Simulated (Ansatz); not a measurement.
Zr5Si6O24 (cell charge −4, with a compensating background) (cell with a defect)

Input file:

```
crystal:
  lattice:
    - [0.0, 6.6775195375, 0.0]
    - [-6.6775195375, 0.0, 0.0]
    - [3.3387597687, -3.3387597687, 9.0352168343]
  atoms:
    - { symbol: Zr, position: [0.0011578202, 8.80048e-05, 0.0009228764] }
    - { symbol: Zr, position: [0.6665120478, 0.6653536127, 0.3314521953] }
    - { symbol: Zr, position: [0.5837976158, 0.0827145395, 0.1661784247] }
    - { symbol: Zr, position: [0.2496495243, 0.7484197171, 0.4977950531] }
    - { symbol: Zr, position: [0.9180408267, 0.4168989741, 0.834559554] }
    - { symbol: Si, position: [0.4993548873, 0.4982631117, -0.0027057795] }
    - { symbol: Si, position: [0.1682970154, 0.1671754085, 0.3350541002] }
    - { symbol: Si, position: [0.833782519, 0.8327247544, 0.6661921744] }
    - { symbol: Si, position: [0.0838364723, 0.5827761075, 0.1661840541] }
    - { symbol: Si, position: [0.7472990398, 0.2460109632, 0.4928234731] }
    - { symbol: Si, position: [0.4206121893, 0.9193229813, 0.8395348711] }
    - { symbol: O, position: [0.2507240804, 0.4494947504, 0.8966593457], spin: 0.25 }
    - { symbol: O, position: [0.9226730211, 0.1057016695, 0.2120133792] }
    - { symbol: O, position: [0.5914015451, 0.7714940349, 0.543451951] }
    - { symbol: O, position: [0.0255903532, 0.337663174, 0.0496707989] }
    - { symbol: O, position: [0.6883544876, 0.0034627445, 0.3749070105] }
    - { symbol: O, position: [0.3573769075, 0.6861094564, 0.7097990631], spin: 0.25 }
    - { symbol: O, position: [0.0256101691, 0.7113911723, 0.0496961685] }
    - { symbol: O, position: [0.6882821594, 0.3707516606, 0.3749807536] }
    - { symbol: O, position: [0.3587335196, 0.0204882372, 0.7085189251], spin: 0.25 }
    - { symbol: O, position: [0.2908791757, 0.1056858525, 0.2120118717] }
    - { symbol: O, position: [0.9537896508, 0.7713451294, 0.5436569905] }
    - { symbol: O, position: [0.6480447229, 0.4468696668, 0.897461573], spin: 0.25 }
    - { symbol: O, position: [0.5608616795, 0.7438773347, 0.1203181091] }
    - { symbol: O, position: [0.2179368759, 0.4138304181, 0.4339220531], spin: 0.25 }
    - { symbol: O, position: [0.8952337865, 0.075177271, 0.7888463697] }
    - { symbol: O, position: [0.3289300509, 0.6410499268, 0.2826795054] }
    - { symbol: O, position: [0.9786458904, 0.3095764879, 0.6226427269], spin: 0.25 }
    - { symbol: O, position: [0.6630922813, 0.9784865945, 0.9575301605] }
    - { symbol: O, position: [0.9551516137, 0.6409363653, 0.2826287546] }
    - { symbol: O, position: [0.6467204959, 0.3107342996, 0.6227447558], spin: 0.25 }
    - { symbol: O, position: [0.2957254959, 0.978189399, 0.9572773964] }
    - { symbol: O, position: [0.2181872092, 0.0189208618, 0.433720325], spin: 0.25 }
    - { symbol: O, position: [0.8948566778, 0.7128476838, 0.7888002736] }
    - { symbol: O, position: [0.5607694439, 0.3757164775, 0.1203447484] }
  host:
    lattice:
      - [-3.3387597687, 3.3387597687, 3.0117389448]
      - [3.3387597687, -3.3387597687, 3.0117389448]
      - [3.3387597687, 3.3387597687, -3.0117389448]
    atoms:
      - { symbol: Zr, position: [0.0, 0.0, 0.0] }
      - { symbol: Zr, position: [0.75, 0.25, 0.5] }
      - { symbol: Si, position: [0.5, 0.5, 0.0] }
      - { symbol: Si, position: [0.25, 0.75, 0.5] }
      - { symbol: O, position: [0.1359052734, 0.3196651601, 0.8162401133] }
      - { symbol: O, position: [0.0696651601, 0.7534250468, 0.6837598867] }
      - { symbol: O, position: [0.0696651601, 0.3859052734, 0.3162401133] }
      - { symbol: O, position: [0.5034250468, 0.3196651601, 0.1837598867] }
      - { symbol: O, position: [0.6803348399, 0.4965749532, 0.8162401133] }
      - { symbol: O, position: [0.6140947266, 0.9303348399, 0.6837598867] }
      - { symbol: O, position: [0.2465749532, 0.9303348399, 0.3162401133] }
      - { symbol: O, position: [0.6803348399, 0.8640947266, 0.1837598867] }
total_charge: -4
basis:
  ecutwfc: 420
  xc_grid: 2
kpoints:
  mp_grid: { grid: [2, 2, 2], shift: [0.0, 0.0, 0.0] }
hamiltonian:
  xc: pbe
scf:
  occupations: { method: gaussian, width: 0.02 }
  lower_state_search: "off"
output:
  forces: true
  stress: false
  eigenvalues: true
  populations: true
  charged_corrections:
    defect_position: [0.33333333, 0.33333333, 0.66666667]
    epsilon: [[13.9362, 0.0, 0.0], [0.0, 13.9362, 0.0], [0.0, 0.0, 12.8342]]
  write_density: true
  write_potential: true
  elf: true
  volumetric_format: npy
magnetization:
  spin_polarized: true
relax:
  adjacent_minimum: "off"
  f_tol: 0.03
  max_steps: 40
```

Run with:

```sh
ansatz run input.yaml --threads 8 --pin off --max-ram 16384MiB --backend cpu --events-out ev --progress --plain --runs-dir out
```

The fields are those of the relaxed geometry.

The program warned that a starting moment wasn't kept; spin-polarised, but the moments vanished.

All numbers below come from DFT PBE, scalar-relativistic, plane waves, PAW in Ansatz.

Core electrons are frozen (PAW), and the valence fields are smoothed inside the atomic spheres.

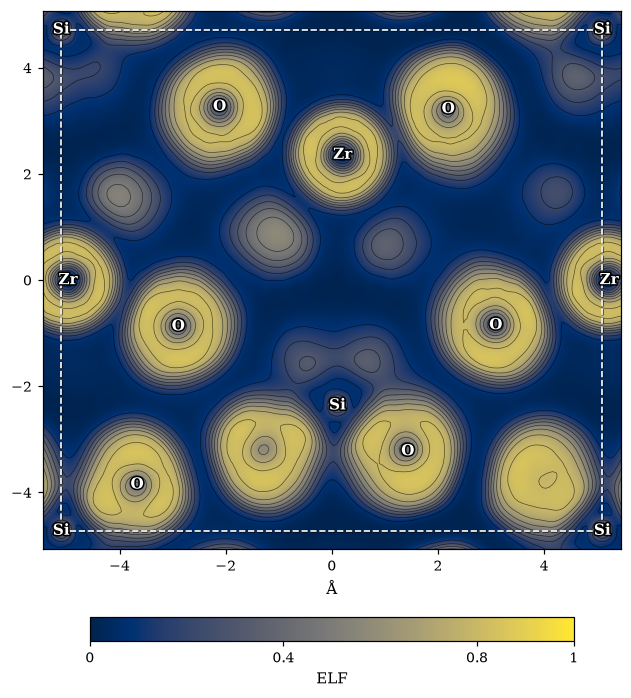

Figure 1. Electron localisation function on the (110) plane of the calculation cell.

Q: What does the map show?

A: The section cuts through Zr, Si and O sites.
Atoms just off the plane (O, 0.3 Å away) can leave unmarked features too.
Si–O (1.60 Å): the ELF peaks at about 0.85 between the atoms; a polar covalent bond.
Si–O (1.69 Å): the ELF peaks at about 0.85 between the atoms: a polar covalent bond.
Zr–O (2.17 Å): the ELF peaks at about 0.80 in the valence shell of O, 0.6 Å from its nucleus, and drops to about 0.20 between the two atoms: no shared electron pair shows on this line.
Zr–O (2.25 Å): the ELF peaks at about 0.85 in the valence shell of O, 0.6 Å from its nucleus, and drops to about 0.15 between the two atoms: no localised pair shows between them.
Zr–O (2.30 Å): the ELF peaks at about 0.85 in the valence shell of O, 0.7 Å from its nucleus, and drops to about 0.15 between the two atoms; no shared electron pair shows on this line.
The features right at Zr lie inside the PAW spheres, where the map follows smoothed inner orbitals and isn't to be read closely.

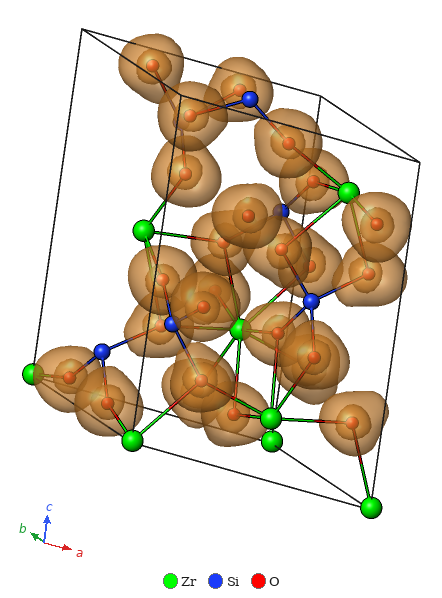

Figure 2. Isosurface of the ELF at 0.75 (orange), seen slightly off an axis. Only the valence region is drawn (cores and ρ < 0.01 e/Å³ removed). Sticks mark near contacts.

Q: Identify the bonds, lone pairs and shells in this picture.

A: At this value the surface marks out 24 regions on O in which the atom's valence shell and bonds are merged, counted in one cell of 35 atoms. Regions shared between cells count once. Profiles from the grid: Si–O (1.59 Å): the ELF peaks at about 0.85 between the atoms; a shared but strongly polarised pair. Zr–O (2.10 Å): the ELF peaks at about 0.85 in the valence shell of O, 0.6 Å from its nucleus, and drops to about 0.20 between the two atoms; no shared electron pair shows on this line.

Q: Does the calculation make it a metal, or give it a gap?

A: It is gapped, with a Kohn–Sham gap of 3.6 eV on the k-point mesh, an upper bound to the gap of this method.
